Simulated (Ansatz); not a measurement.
Run report: MoSe₂, single-point calculation

MoSe₂ (P6₃/mmc, 6 atoms in the cell), computed with DFT r2SCAN, scalar-relativistic, plane waves, PAW, no spin polarisation (Ansatz 0.2.0).

The structure was built on a prototype by a generator; it need not be a known phase. Figures and captions count atoms from 1; the log counts them from 0 in places.

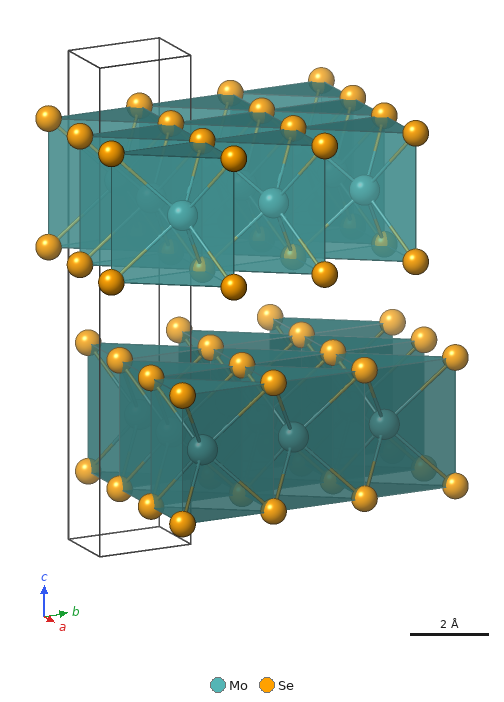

**Figure 1.** The structure (polyhedral view of the cell of the calculation, repeated 3 × 3 × 1, seen slightly off an axis; polyhedra are completed across the faces of the cell).

### Results in brief

```json
{"quantity": "outcome", "value": "converged"}
{"quantity": "space group (tolerance 0.01 Å)", "value": "P6₃/mmc (194)"}
{"quantity": "electrons treated", "value": "92"}
{"quantity": "free energy", "value": "−31852.0809 eV"}
{"quantity": "Fermi energy", "value": "13.187 eV"}
{"quantity": "gap on the k-point mesh", "value": "0.97 eV"}
{"quantity": "gap on the band path", "value": "0.85 eV"}
{"quantity": "pressure", "value": "2.65 GPa"}
{"quantity": "largest force (length of the vector)", "value": "0.275 eV/Å"}
{"quantity": "hardware", "value": "2 threads of Intel Xeon (Granite Rapids), 64 GiB of memory available, shared host"}
{"quantity": "wall time", "value": "5.4 s (CPU time 10 s)"}
{"quantity": "peak memory", "value": "0.71 GiB"}
```

### Input file
```yaml
crystal:
  lattice:
    - [3.2771618042, 0.0, 0.0]
    - [-1.6385809021, 2.8381053747, 0.0]
    - [0.0, 0.0, 12.7317321036]
  atoms:
    - { symbol: Mo, position: [0.3333333333, 0.6666666667, 0.25] }
    - { symbol: Mo, position: [0.6666666667, 0.3333333333, 0.75] }
    - { symbol: Se, position: [0.3333333333, 0.6666666667, 0.6185161655] }
    - { symbol: Se, position: [0.6666666667, 0.3333333333, 0.1185161655] }
    - { symbol: Se, position: [0.3333333333, 0.6666666667, 0.8814838345] }
    - { symbol: Se, position: [0.6666666667, 0.3333333333, 0.3814838345] }
basis:
  ecutwfc: 500
kpoints:
  mp_grid: { grid: [9, 9, 2] }
  band_path:
    path:
      - [0.0, 0.0, 0.0]
      - [0.5, 0.0, 0.0]
      - [0.3333333333, 0.3333333333, 0.0]
      - [0.0, 0.0, 0.5]
      - [0.5, 0.0, 0.5]
      - [0.3333333333, 0.3333333333, 0.5]
      - [0.182292, 0.184896, 0.0]
    npoints: 1
hamiltonian:
  xc: r2scan
scf:
  occupations: { method: gaussian, width: 0.02 }
  n_extra_bands: 6
output:
  forces: true
  stress: true
  eigenvalues: true
```

Run as:
```bash
ansatz run input.yaml --threads 2 --pin off --max-ram 5120MiB --backend cpu --events-out ev --progress --plain --runs-dir out
```

### The program's output
```
scf.n_extra_bands = 6 over 46 filled bands (N_el = 92.0): the run solves 52 bands
Engine: ansatz 0.2.0, x86_64-unknown-linux-gnu
Pseudopotentials: kind: paw
Pseudopotential: Mo, paw, valence charge 14, recommended cutoff 500 eV (meta_gga), Mo.paw.azcp
Pseudopotential: Se, paw, valence charge 16, recommended cutoff 500 eV (meta_gga), Se.paw.azcp
Functional definition: r2SCAN
  parameter k0 = 0.174
  parameter k1 = 0.065
  parameter a1 = 4.9479
  exchange = r2scan_x(k0 = k0, k1 = k1, a1 = a1)
  correlation = r2scan_c
Crystal: 6 atoms, lattice volume = 118.417 Å³
Basis set: ecut = 500 eV, 2921 PW (Γ), exchange–correlation on 96×96×384 points (64 copies of the dense FFT grid, shifted against one another)
Bands: 52, of which v1, the nominal top of the filled ones, is band 46 counted from 1 (45 counted from 0)
Symmetry: 24 space group operations
Space group: P63/mmc (ITA 194), of the structure as read, at distance tolerance 4.9e-5 Å
k-points: 24 of 162
Non-local potential: Mo, projectors of the file, l = 0: 3, l = 1: 2, l = 2: 2, l = 3: 1
Non-local potential: Se, projectors of the file, l = 0: 2, l = 1: 2, l = 2: 3, l = 3: 1
PAW form: soft (Blöchl's): semilocal exchange-correlation on the pseudo side does not see the compensation charge
PAW frozen core: Mo, regenerated for the run's functional (the file was generated under x = pbe(κ = 0.804, μ = 0.2195149727645171), c = pbe(β = 0.06672455060314922))
PAW frozen core: Se, regenerated for the run's functional (the file was generated under x = pbe(κ = 0.804, μ = 0.2195149727645171), c = pbe(β = 0.06672455060314922))
PAW one-centre angular grid: Mo, 590 points (default); XC on 160 Gauss nodes
PAW one-centre angular grid: Se, 590 points (default); XC on 160 Gauss nodes
Initial density: superposition of atomic densities (neutral atoms: chi_scale 0, normalization atom), corrected by the library's trained network
Initial wavefunctions: pseudopotential atomic-orbital guess
Functional: x = r2scan, c = r2scan; τ floored in thin density (d = 2e-4 eV/Å³)
SCF iter   1: F=—  HF=-31852.049787 eV  |F-HF|=—  |Δ(HF+E_count)|=         —  Δρ=1.37e-2  dr2=5.08e-1  dr2_τ=6.97e-2  ethr=1.77e-3  ⟨swp⟩=6.0  Hψ=4381  notcnv=0
preconditioner: auto → Resta (q_TF=auto, 2.616 Å⁻¹)  ε∞=7.6  [insulator: Δε(μ)=0.958 eV  Ē_g=7.947 eV  σ=0.020 eV  W_gap=1.00  n_scr=40 (ndim 8)  ℏωp=20.5 eV  f_vac=0.032  D(μ)=0.00/eV (n_scr^D=0)  ε∞_Penn≈7.6]
SCF iter   2: F=—  HF=-31852.073876 eV  |F-HF|=—  |Δ(HF+E_count)|=   2.41e-2  Δρ=5.27e-3  dr2=3.08e-2  dr2_τ=2.26e-2  ethr=5.52e-4  ⟨swp⟩=2.5  Hψ=1996  notcnv=0  defer=33
SCF iter   3: F=—  HF=-31852.076387 eV  |F-HF|=—  |Δ(HF+E_count)|=   2.51e-3  Δρ=2.99e-3  dr2=4.67e-3  dr2_τ=2.73e-4  ethr=3.35e-5  ⟨swp⟩=2.8  Hψ=2255  notcnv=0  defer=33
SCF iter   4: F=—  HF=-31852.081128 eV  |F-HF|=—  |Δ(HF+E_count)|=   4.74e-3  Δρ=3.28e-4  dr2=1.34e-4  dr2_τ=1.69e-5  ethr=5.08e-6  ⟨swp⟩=3.0  Hψ=2430  notcnv=0  defer=33
SCF iter   5: F=—  HF=-31852.080934 eV  |F-HF|=—  |Δ(HF+E_count)|=   1.94e-4  Δρ=1.89e-4  dr2=3.33e-5  dr2_τ=2.19e-6  ethr=1.46e-7  ⟨swp⟩=2.0  Hψ=2271  notcnv=0  defer=33
SCF iter   6: F=—  HF=-31852.080928 eV  |F-HF|=—  |Δ(HF+E_count)|=   5.63e-6  Δρ=5.73e-5  dr2=7.30e-6  dr2_τ=4.22e-7  ethr=3.62e-8  ⟨swp⟩=2.0  Hψ=2275  notcnv=0  defer=33
SCF iter   7: F=—  HF=-31852.080929 eV  |F-HF|=—  |Δ(HF+E_count)|=   9.47e-7  Δρ=1.53e-5  dr2=5.20e-7  dr2_τ=5.88e-9  ethr=7.94e-9  ⟨swp⟩=2.0  Hψ=2236  notcnv=0  defer=33
SCF iter   8: F=-31852.080929 eV  HF=-31852.080929 eV  |F-HF|=2.27e-9  |Δ(HF+E_count)|=   8.49e-8  Δρ=1.90e-6  dr2=5.85e-9  dr2_τ=1.51e-10  ethr=1.09e-10  ⟨swp⟩=8.3  Hψ=4928  notcnv=0
SCF 1 converged in 8 iterations: F = -31852.080929 eV  dr2 = 5.85e-9
  greatest PAW one-centre occupation: 1.000 electrons in one spin orbital (limit 2), on the Se atom at site 4 (counted from 0), in its partial waves of l = 2
NSCF: frozen V_eff on 7 k-points
SCF converged after 8 iterations
Free energy (F): -31852.080929 eV
Harris-Foulkes:  -31852.080929 eV  (|F-HF|=2.27e-9)
Internal energy: -31852.080929 eV  (E = F + TS)
E sigma→0 (E₀):  -31852.080929 eV
Fermi energy:    13.187031 eV
--- Per-component energies (eV) ---
  E_band       = -1672.689571
  E_kinetic    = 1359.693451
  E_local      = -11453.918676  (includes V_loc(G=0)·N_el)
  E_nonlocal   = -2095.007101
  E_hartree    = 5431.499573
  E_xc         = -752.827704
  E_vxc        = -938.651735  (∫ρ·V_xc dr)
  E_paw        = -14134.952340  (= ΣΔE_a)
  E_vpaw       = 537.778095  (= ΣTr[D̂ρ^β])
  E_aug_tail   = -0.000809  (compensation charges beyond the density's cutoff)
  E_vtau       = 54.417052  (kinetic-family band-sum trace: ∫τ·v_τ [+ j·A + Jᵃ·Aᵃ] dr)
  E_ewald      = -10199.065836
  E_core_change = -7.501488  (= ΣΔE_core)
  E_smearing   = -0.000000  (= −TS)
  E_closure    = 0.000000  (closes the sum)
  Σ components = -31852.080929   (vs F -31852.080929, Δ=0.00e0)
--- Forces (eV/Å), atoms counted from 1 ---
  atom   1  Mo     0.00000000     0.00000000     0.00000000
  atom   2  Mo    -0.00000000     0.00000000     0.00000000
  atom   3  Se     0.00000000     0.00000000     0.27481371
  atom   4  Se    -0.00000000    -0.00000000     0.27481371
  atom   5  Se     0.00000000     0.00000000    -0.27481371
  atom   6  Se     0.00000000    -0.00000000    -0.27481371
  max |Σ_I F_I| component: 4.63e-18 eV/Å
--- Stress (GPa, compression-positive) ---
        3.233982       0.000000       0.000000
        0.000000       3.233982       0.000000
        0.000000       0.000000       1.470389
  P = ⅓ Tr σ = 2.6461 GPa (26.461 kbar)
--- Band table (eV; the first three rows and the last of 24) ---
  k-point 0: bands = ["-50.4976", "-50.4976", "-35.9727", "-35.9727", "-35.9727", "-35.9727", "-35.9723", "-35.9723", "-35.9722", "-35.9722", "-35.9375", "-35.9375", "-35.9370", "-35.9370", "-35.9364", "-35.9364", "-35.9359", "-35.9359", "-35.9229", "-35.9224", "-35.9206", "-35.9201", "-23.9219", "-23.9218", "-23.7189", "-23.7189", "-23.7189", "-23.7189", "-2.8701", "-2.4909", "-1.9025", "-1.3406", "5.8376", "7.1930", "9.0041", "10.0352", "10.0352", "10.0581", "10.0581", "11.0494", "11.0494", "11.1150", "11.1150", "11.4966", "11.9068", "12.7044", "15.2831", "15.2831", "15.3728", "15.3728", "15.4081", "15.4081"]
  k-point 1: bands = ["-50.4976", "-50.4976", "-35.9727", "-35.9727", "-35.9727", "-35.9727", "-35.9722", "-35.9722", "-35.9722", "-35.9722", "-35.9373", "-35.9373", "-35.9373", "-35.9373", "-35.9361", "-35.9361", "-35.9361", "-35.9361", "-35.9227", "-35.9227", "-35.9203", "-35.9203", "-23.9219", "-23.9219", "-23.7189", "-23.7189", "-23.7189", "-23.7189", "-2.7254", "-2.7254", "-1.5795", "-1.5795", "6.3671", "6.3671", "10.0464", "10.0464", "10.0464", "10.0464", "10.1793", "10.1793", "11.0823", "11.0823", "11.0823", "11.0823", "12.5162", "12.5162", "15.2985", "15.2985", "15.2985", "15.2985", "15.5665", "15.5665"]
  k-point 2: bands = ["-50.4944", "-50.4944", "-35.9726", "-35.9725", "-35.9724", "-35.9723", "-35.9721", "-35.9720", "-35.9717", "-35.9716", "-35.9376", "-35.9375", "-35.9370", "-35.9370", "-35.9367", "-35.9365", "-35.9362", "-35.9359", "-35.9226", "-35.9222", "-35.9202", "-35.9198", "-23.9140", "-23.9139", "-23.7541", "-23.7541", "-23.7268", "-23.7268", "-2.6872", "-2.3129", "-1.7910", "-1.2531", "6.0563", "7.4057", "8.8034", "9.5804", "9.6325", "10.2032", "10.2416", "10.3852", "10.7579", "10.8374", "11.0710", "11.5317", "12.0303", "12.3810", "14.9110", "14.9852", "15.0847", "15.1224", "15.1254", "15.4367"]
  k-point 23: bands = ["-50.4664", "-50.4664", "-35.9704", "-35.9704", "-35.9693", "-35.9693", "-35.9691", "-35.9691", "-35.9690", "-35.9690", "-35.9393", "-35.9393", "-35.9383", "-35.9383", "-35.9374", "-35.9374", "-35.9368", "-35.9368", "-35.9200", "-35.9200", "-35.9174", "-35.9174", "-23.9417", "-23.9417", "-23.9051", "-23.9051", "-23.8459", "-23.8459", "-0.4564", "-0.4564", "-0.3965", "-0.3965", "6.9065", "6.9065", "7.3796", "7.3796", "8.0692", "8.0692", "8.3074", "8.3074", "9.3932", "9.3932", "9.9017", "9.9017", "12.2455", "12.2455", "13.9487", "13.9487", "14.9089", "14.9089", "15.5667", "15.5667"]
```

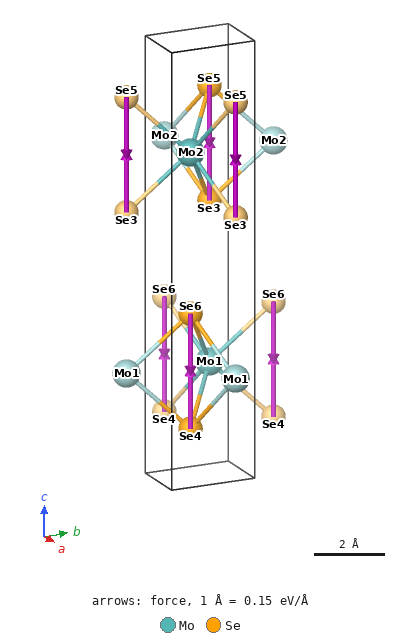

**Figure 2.** Forces on the atoms as pink arrows (ball-and-stick view of the cell of the calculation, seen slightly off an axis; neighbours outside the cell are drawn fainter; atoms are numbered from 1 in the order of the input). The largest act on all 4 Se atoms (0.27 eV/Å). The geometry is not a stationary point of this energy.

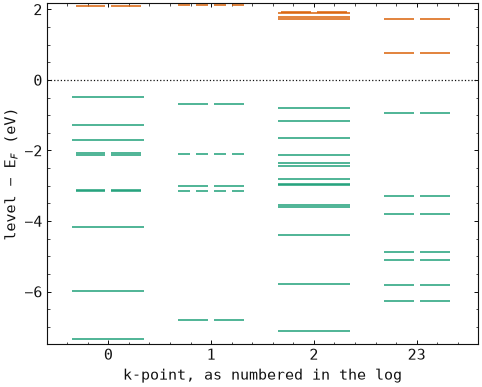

**Figure 3.** Kohn–Sham levels near the Fermi level (dotted) at the few k-points that the log prints; levels within 0.02 eV of each other stand side by side. Among these points the highest filled and lowest empty levels are 1.24 eV apart; the gap on the full mesh, 0.97 eV, has an edge at a point that isn't printed.
